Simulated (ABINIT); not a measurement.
**Geometry relaxation, with input and output: Sb (part 1 of 3)**

The run: geometry relaxation of Sb (P6₃/mmc, 2 atoms in the cell). Method and program: Kohn-Sham DFT of a periodic cell, WC, JTH PAW PBE v2.0 (ABINIT 10.8.3).

The structure derives from a Materials Project entry. The run did not end well.

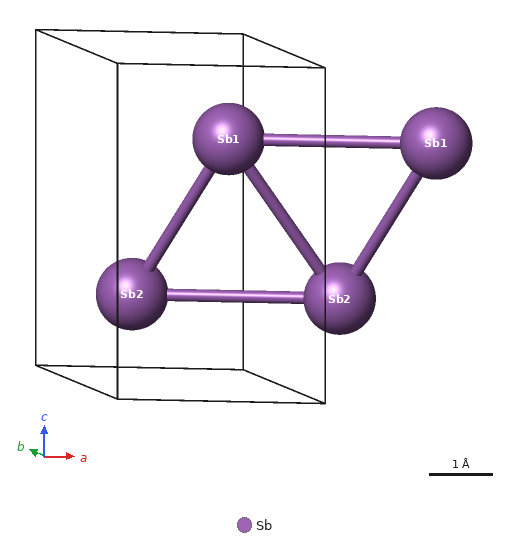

Fig. 1: The input geometry (ball-and-stick view of the cell of the calculation, repeated 2 × 1 × 1, seen slightly off an axis; atoms are numbered from 1 in the order of the input). An atom can appear more than once, as a periodic image.

The input:
```
# Pseudopotentials
pp_dirpath "./"
pseudos "Sb.GGA_PBE-JTH.xml"

# Structure
acell 6.3391475473 6.3391475473 10.3371054862
rprim
     1.0000000000     0.0000000000     0.0000000000
    -0.5000000000     0.8660254038     0.0000000000
     0.0000000000     0.0000000000     1.0000000000
ntypat 1
znucl 51
natom 2
typat 1 1
xred
     0.6666666667     0.3333333333     0.7500000000
     0.3333333333     0.6666666667     0.2500000000
chkprim 0
chksymtnons 0
tolsym 1.0e-6

# Plane-wave basis
ecut 19.0
pawecutdg 38.0
pawxcdev 0

# k points
kptopt 1
ngkpt 9 9 5
nshiftk 1
shiftk 0.0 0.0 0.0

# Exchange and correlation
ixc 23

# Bands and occupations
nband 19
occopt 3
tsmear 0.05 eV

# SCF cycle
nstep 100
tolvrs 1.0e-9

# Output
iomode 3
prtwf 0
prtden 0
prteig 0
prtebands 0
enunit 1

# Relaxation
ionmov 2
ntime 60
tolmxf 0.0001
optcell 2
dilatmx 1.08
ecutsm 0.5
```

Hardware: 1 thread of Arm Neoverse V1, 24 GiB of memory available, shared host.

Command:
```bash
abinit run.abi > log 2>&1
```

Output:
```
.Version 10.8.3 of ABINIT
 Symmetries : space group P6_3/m m c (#194); Bravais hP (primitive hexag.)
================================================================================
 Values of the parameters that define the memory need of the present run
     intxc =       0    ionmov =       2      iscf =      17    lmnmax =      18
     lnmax =       6     mgfft =      45  mpssoang =       3    mqgrid =    3098
     natom =       2  nloc_mem =       2    nspden =       1   nspinor =       1
    nsppol =       1      nsym =      24    n1xccc =       1    ntypat =       1
    occopt =       3   xclevel =       2
       mpw =        1811          nfft =       40500          nkpt =          36
 PAW method is used; the additional fine FFT grid is defined by:
   mgfftf=        64    nfftf =    102400
================================================================================
================================================================================

--------------------------------------------------------------------------------
------------- Echo of variables that govern the present computation ------------
--------------------------------------------------------------------------------
 -outvars: echo values of preprocessed input variables --------
            acell      6.3391475473E+00  6.3391475473E+00  1.0337105486E+01 Bohr
              amu      1.21753000E+02
          chkprim           0
      chksymtnons           0
          dilatmx      1.08000000E+00
             ecut      1.90000000E+01 Hartree
           ecutsm      5.00000000E-01 Hartree
           enunit           1
           ionmov           2
              ixc          23
         kptrlatt        9    0    0      0    9    0      0    0    5
          kptrlen      5.16855274E+01
            natom           2
            nband          19
            ngfft          30      30      45
          ngfftdg          40      40      64
             nkpt          36
            nstep         100
             nsym          24
            ntime          60
           ntypat           1
           occopt           3
          optcell           2
        pawecutdg      3.80000000E+01 Hartree
         pawxcdev           0
           prtden           0
        prtebands           0
           prteig           0
            prtwf           0
            rprim      1.0000000000E+00  0.0000000000E+00  0.0000000000E+00
                      -5.0000000000E-01  8.6602540380E-01  0.0000000000E+00
                       0.0000000000E+00  0.0000000000E+00  1.0000000000E+00
          spgroup         194
           tolmxf      1.00000000E-04
           tolsym      1.00000000E-06
           tolvrs      1.00000000E-09
           tsmear      1.83746611E-03 Hartree
            typat      1  1
           useylm           1
           xangst      1.6772662082E+00  9.6837009680E-01  4.1026204847E+00
                       1.1383851040E-16  1.9367401936E+00  1.3675401616E+00
            xcart      3.1695737736E+00  1.8299542715E+00  7.7528291146E+00
                       2.1512360724E-16  3.6599085429E+00  2.5842763716E+00
             xred      6.6666666667E-01  3.3333333333E-01  7.5000000000E-01
                       3.3333333333E-01  6.6666666667E-01  2.5000000000E-01
            znucl       51.00000

================================================================================

 chkinp: Checking input parameters for consistency.

================================================================================
== DATASET  1 ==================================================================

--- !DatasetInfo
iteration_state: {dtset: 1, }
dimensions: {natom: 2, nkpt: 36, mband: 19, nsppol: 1, nspinor: 1, nspden: 1, mpw: 1811, }
cutoff_energies: {ecut:  19.0, pawecutdg:  38.0, }
electrons: {nelect:   3.00000000E+01, charge:   0.00000000E+00, occopt:   3.00000000E+00, tsmear:   1.83746611E-03, }
meta: {optdriver: 0, ionmov: 2, optcell: 2, iscf: 17, paral_kgb: 0, }
...

 Exchange-correlation functional for the present dataset will be:
  GGA: Wu Cohen functional - ixc=23
  Z. Wu and R. E. Cohen, PRB 73, 235116 (2006)

 Real(R)+Recip(G) space primitive vectors, cartesian coordinates (Bohr,Bohr^-1):
 R(1)=  6.3391475  0.0000000  0.0000000  G(1)=  0.1577499  0.0910770  0.0000000
 R(2)= -3.1695738  5.4898628  0.0000000  G(2)=  0.0000000  0.1821539  0.0000000
 R(3)=  0.0000000  0.0000000 10.3371055  G(3)=  0.0000000  0.0000000  0.0967389
 Unit cell volume ucvol=  3.5974213E+02 bohr^3
 Angles (23,13,12)=  9.00000000E+01  9.00000000E+01  1.20000000E+02 degrees

 Coarse grid specifications (used for wave-functions):

 getcut: wavevector=  0.0000  0.0000  0.0000  ngfft=  30  30  45
         ecut(hartree)=     22.162   => boxcut(ratio)=   2.00857

 Fine grid specifications (used for densities):

 getcut: wavevector=  0.0000  0.0000  0.0000  ngfft=  40  40  64
         ecut(hartree)=     44.323   => boxcut(ratio)=   2.06586

--- Pseudopotential description ------------------------------------------------
- pspini: atom type   1  psp file is ./Sb.GGA_PBE-JTH.xml
 Pseudopotential format is: paw10
 basis_size (lnmax)=  6 (lmn_size= 18), orbitals=   0   0   1   1   2   2
 Spheres core radius: rc_sph= 2.40089151
 Shapefunction is BESSEL type: shapef(r,l)=aa(1,l)*jl(q(1,l)*r)+aa(2,l)*jl(q(2,l)*r)
 Radius for shape functions =  2.00542650
 Compensation charge density is not taken into account in XC energy/potential

   1.53505782E+03                                ecore*ucvol(ha*bohr**3)
--------------------------------------------------------------------------------

================================================================================

=== [ionmov= 2] Broyden-Fletcher-Goldfarb-Shanno method (forces)
================================================================================

--- Iteration: ( 1/60) Internal Cycle: (1/1)
--------------------------------------------------------------------------------

---SELF-CONSISTENT-FIELD CONVERGENCE--------------------------------------------

--- !BeginCycle
iteration_state: {dtset: 1, itime: 1, icycle: 1, }
solver: {iscf: 17, nstep: 100, nline: 4, wfoptalg: 10, }
tolerances: {tolvrs: 1.00E-09, }
...

     iter   Etot(hartree)      deltaE(h)  residm     nres2
 ETOT  1  -164.19723054815    -1.642E+02 9.174E-01 7.735E-01
 ETOT  2  -165.27934962283    -1.082E+00 2.794E-02 1.109E-01
 ETOT  3  -165.27956983035    -2.202E-04 5.879E-03 2.429E-02
 ETOT  4  -165.27956268679     7.144E-06 2.486E-03 1.066E-03
 ETOT  5  -165.27956261795     6.885E-08 3.774E-04 3.576E-05
 ETOT  6  -165.27956263884    -2.090E-08 3.083E-04 3.876E-07
 ETOT  7  -165.27956263620     2.646E-09 1.385E-04 3.157E-08
 ETOT  8  -165.27956263618     1.685E-11 9.867E-05 1.548E-09
 ETOT  9  -165.27956263619    -8.356E-12 8.481E-05 4.140E-10

 At SCF step    9       nres2   =  4.14E-10 < tolvrs=  1.00E-09 =>converged.

 Cartesian components of stress tensor (hartree/bohr^3)
  sigma(1 1)=  3.28605918E-05  sigma(3 2)=  0.00000000E+00
  sigma(2 2)=  3.28605914E-05  sigma(3 1)=  0.00000000E+00
  sigma(3 3)=  4.43920608E-05  sigma(2 1)=  0.00000000E+00

--- !ResultsGS
iteration_state: {dtset: 1, itime: 1, icycle: 1, }
comment   : Summary of ground state results
lattice_vectors:
- [  6.3391475,   0.0000000,   0.0000000, ]
- [ -3.1695738,   5.4898628,   0.0000000, ]
- [  0.0000000,   0.0000000,  10.3371055, ]
lattice_lengths: [   6.33915,    6.33915,   10.33711, ]
lattice_angles: [ 90.000,  90.000, 120.000, ] # degrees, (23, 13, 12)
lattice_volume:   3.5974213E+02
convergence: {deltae: -8.356E-12, res2:  4.140E-10, residm:  8.481E-05, diffor: null, }
etotal    :  -1.65279563E+02
entropy   :   0.00000000E+00
fermie    :   2.92793086E-01
cartesian_stress_tensor: # hartree/bohr^3
- [  3.28605918E-05,   0.00000000E+00,   0.00000000E+00, ]
- [  0.00000000E+00,   3.28605914E-05,   0.00000000E+00, ]
- [  0.00000000E+00,   0.00000000E+00,   4.43920608E-05, ]
pressure_GPa:  -1.0799E+00
xred      :
- [  6.6667E-01,   3.3333E-01,   7.5000E-01, Sb]
- [  3.3333E-01,   6.6667E-01,   2.5000E-01, Sb]
cartesian_forces: # hartree/bohr
- [  2.12382280E-29,  -3.67856900E-29,  -0.00000000E+00, ]
- [ -2.12382280E-29,   3.67856900E-29,  -0.00000000E+00, ]
force_length_stats: {min:   4.24764561E-29, max:   4.24764561E-29, mean:   4.24764561E-29, }
...

 Integrated electronic density in atomic spheres:
 ------------------------------------------------
 Atom  Sphere_radius  Integrated_density
    1        2.40089         12.37209771
    2        2.40089         12.37209771

---OUTPUT-----------------------------------------------------------------------

 Cartesian coordinates (xcart) [bohr]
  3.16957377365000E+00  1.82995427146609E+00  7.75282911465000E+00
  2.15123607240815E-16  3.65990854293217E+00  2.58427637155000E+00
 Reduced coordinates (xred)
  6.66666666666666E-01  3.33333333333333E-01  7.50000000000000E-01
  3.33333333333333E-01  6.66666666666666E-01  2.50000000000000E-01
 Cartesian forces (fcart) [Ha/bohr]; max,rms= 3.67857E-29 2.45238E-29 (free atoms)
  2.12382280351027E-29 -3.67856900188706E-29 -0.00000000000000E+00
 -2.12382280351027E-29  3.67856900188706E-29 -0.00000000000000E+00
 Gradient of E wrt nuclear positions in reduced coordinates (gred)
 -1.34632261157719E-28  2.69264522315439E-28 -0.00000000000000E+00
  1.34632261157719E-28 -2.69264522315439E-28 -0.00000000000000E+00
 Scale of Primitive Cell (acell) [bohr]
  6.33914754730000E+00  6.33914754730000E+00  1.03371054862000E+01
 Real space primitive translations (rprimd) [bohr]
  6.33914754730000E+00  0.00000000000000E+00  0.00000000000000E+00
 -3.16957377365000E+00  5.48986281439826E+00  0.00000000000000E+00
  0.00000000000000E+00  0.00000000000000E+00  1.03371054862000E+01
 Unitary Cell Volume (ucvol) [Bohr^3]=  3.59742128962708E+02
 Angles (23,13,12)= [degrees]
  9.00000000000000E+01  9.00000000000000E+01  1.19999999999554E+02
 Lengths [Bohr]
  6.33914754730000E+00  6.33914754738543E+00  1.03371054862000E+01
 Stress tensor in cartesian coordinates (strten) [Ha/bohr^3]
  3.28605918084156E-05  0.00000000000000E+00  0.00000000000000E+00
  0.00000000000000E+00  3.28605913809590E-05  0.00000000000000E+00
  0.00000000000000E+00  0.00000000000000E+00  4.43920607859707E-05
 Total energy (etotal) [Ha]= -1.65279562636188E+02

--- Iteration: ( 2/60) Internal Cycle: (1/1)
--------------------------------------------------------------------------------

---SELF-CONSISTENT-FIELD CONVERGENCE--------------------------------------------

--- !BeginCycle
iteration_state: {dtset: 1, itime: 2, icycle: 1, }
solver: {iscf: 17, nstep: 100, nline: 4, wfoptalg: 10, }
tolerances: {tolvrs: 1.00E-09, }
...

     iter   Etot(hartree)      deltaE(h)  residm     nres2
 ETOT  1  -165.27978897818    -1.653E+02 5.843E+00 3.970E-02
 ETOT  2  -165.27962144900     1.675E-04 5.591E-03 2.445E-03
 ETOT  3  -165.27960585625     1.559E-05 6.666E-04 4.261E-04
 ETOT  4  -165.27960296284     2.893E-06 3.024E-02 3.695E-06
 ETOT  5  -165.27960303168    -6.884E-08 3.793E-04 1.314E-06
 ETOT  6  -165.27960302992     1.759E-09 2.945E-03 2.321E-07
 ETOT  7  -165.27960302913     7.899E-10 1.550E-03 8.133E-09
 ETOT  8  -165.27960302917    -3.882E-11 1.908E-03 3.222E-09
 ETOT  9  -165.27960302915     2.234E-11 5.862E-04 1.006E-10

 At SCF step    9       nres2   =  1.01E-10 < tolvrs=  1.00E-09 =>converged.

 Cartesian components of stress tensor (hartree/bohr^3)
  sigma(1 1)=  2.61510957E-05  sigma(3 2)=  0.00000000E+00
  sigma(2 2)=  2.61510953E-05  sigma(3 1)=  0.00000000E+00
  sigma(3 3)=  3.70099312E-05  sigma(2 1)=  0.00000000E+00

--- !ResultsGS
iteration_state: {dtset: 1, itime: 2, icycle: 1, }
comment   : Summary of ground state results
lattice_vectors:
- [  6.3328983,   0.0000000,   0.0000000, ]
- [ -3.1664492,   5.4844508,   0.0000000, ]
- [  0.0000000,   0.0000000,  10.3233389, ]
lattice_lengths: [   6.33290,    6.33290,   10.32334, ]
lattice_angles: [ 90.000,  90.000, 120.000, ] # degrees, (23, 13, 12)
lattice_volume:   3.5855505E+02
convergence: {deltae:  2.234E-11, res2:  1.006E-10, residm:  5.862E-04, diffor: null, }
etotal    :  -1.65279603E+02
entropy   :   0.00000000E+00
fermie    :   2.94356159E-01
cartesian_stress_tensor: # hartree/bohr^3
- [  2.61510957E-05,   0.00000000E+00,   0.00000000E+00, ]
- [  0.00000000E+00,   2.61510953E-05,   0.00000000E+00, ]
- [  0.00000000E+00,   0.00000000E+00,   3.70099312E-05, ]
pressure_GPa:  -8.7588E-01
xred      :
- [  6.6667E-01,   3.3333E-01,   7.5000E-01, Sb]
- [  3.3333E-01,   6.6667E-01,   2.5000E-01, Sb]
cartesian_forces: # hartree/bohr
- [ -4.25183714E-29,   2.45479932E-29,  -0.00000000E+00, ]
- [  4.25183714E-29,  -2.45479932E-29,  -0.00000000E+00, ]
force_length_stats: {min:   4.90959864E-29, max:   4.90959864E-29, mean:   4.90959864E-29, }
...

 Integrated electronic density in atomic spheres:
 ------------------------------------------------
 Atom  Sphere_radius  Integrated_density
    1        2.40089         12.37617015
    2        2.40089         12.37617015

---OUTPUT-----------------------------------------------------------------------

 Cartesian coordinates (xcart) [bohr]
  3.16644915157085E+00  1.82815027006754E+00  7.74250419281038E+00
  3.63962783578460E-16  3.65630054013508E+00  2.58083473093679E+00
 Reduced coordinates (xred)
  6.66666666666666E-01  3.33333333333333E-01  7.50000000000000E-01
  3.33333333333333E-01  6.66666666666666E-01  2.50000000000000E-01
 Cartesian forces (fcart) [Ha/bohr]; max,rms= 4.25184E-29 2.83456E-29 (free atoms)
 -4.25183714353757E-29  2.45479931932775E-29 -0.00000000000000E+00
  4.25183714353757E-29 -2.45479931932775E-29 -0.00000000000000E+00
 Gradient of E wrt nuclear positions in reduced coordinates (gred)
  2.69264522315439E-28 -2.69264522315439E-28 -0.00000000000000E+00
 -2.69264522315439E-28  2.69264522315439E-28 -0.00000000000000E+00
 Scale of Primitive Cell (acell) [bohr]
  6.33289830314169E+00  6.33289830322704E+00  1.03233389237472E+01
 Real space primitive translations (rprimd) [bohr]
  6.33289830314169E+00  0.00000000000000E+00  0.00000000000000E+00
 -3.16644915157085E+00  5.48445081020262E+00  0.00000000000000E+00
  0.00000000000000E+00  0.00000000000000E+00  1.03233389237472E+01
 Unitary Cell Volume (ucvol) [Bohr^3]=  3.58555051515742E+02
 Angles (23,13,12)= [degrees]
  9.00000000000000E+01  9.00000000000000E+01  1.19999999999554E+02
 Lengths [Bohr]
  6.33289830314169E+00  6.33289830322704E+00  1.03233389237472E+01
 Stress tensor in cartesian coordinates (strten) [Ha/bohr^3]
  2.61510957200468E-05  0.00000000000000E+00  0.00000000000000E+00
  0.00000000000000E+00  2.61510952900036E-05  0.00000000000000E+00
  0.00000000000000E+00  0.00000000000000E+00  3.70099312442789E-05
 Total energy (etotal) [Ha]= -1.65279603029148E+02

 Difference of energy with previous step (new-old):
           Absolute (Ha)=-4.03930E-05
           Relative     =-2.44392E-07

--- Iteration: ( 3/60) Internal Cycle: (1/1)
--------------------------------------------------------------------------------

---SELF-CONSISTENT-FIELD CONVERGENCE--------------------------------------------

--- !BeginCycle
iteration_state: {dtset: 1, itime: 3, icycle: 1, }
solver: {iscf: 17, nstep: 100, nline: 4, wfoptalg: 10, }
tolerances: {tolvrs: 1.00E-09, }
...

     iter   Etot(hartree)      deltaE(h)  residm     nres2
 ETOT  1  -165.28300685851    -1.653E+02 1.373E+02 7.381E-01
 ETOT  2  -165.28001556209     2.991E-03 5.167E-02 4.589E-02
 ETOT  3  -165.27973041966     2.851E-04 8.409E-03 7.851E-03
 ETOT  4  -165.27967869116     5.173E-05 4.838E-03 6.562E-05
 ETOT  5  -165.27967995389    -1.263E-06 4.141E-04 2.344E-05
 ETOT  6  -165.27967992238     3.151E-08 8.691E-05 4.112E-06
 ETOT  7  -165.27967990954     1.283E-08 2.187E-05 1.772E-07
 ETOT  8  -165.27967991018    -6.347E-10 8.611E-07 5.591E-08
 ETOT  9  -165.27967990979     3.899E-10 2.082E-06 4.407E-09
 ETOT 10  -165.27967990981    -2.223E-11 2.743E-07 1.721E-10

 At SCF step   10       nres2   =  1.72E-10 < tolvrs=  1.00E-09 =>converged.

 Cartesian components of stress tensor (hartree/bohr^3)
  sigma(1 1)= -3.85119908E-06  sigma(3 2)=  0.00000000E+00
  sigma(2 2)= -3.85119952E-06  sigma(3 1)=  0.00000000E+00
  sigma(3 3)=  3.60253135E-06  sigma(2 1)=  0.00000000E+00
```
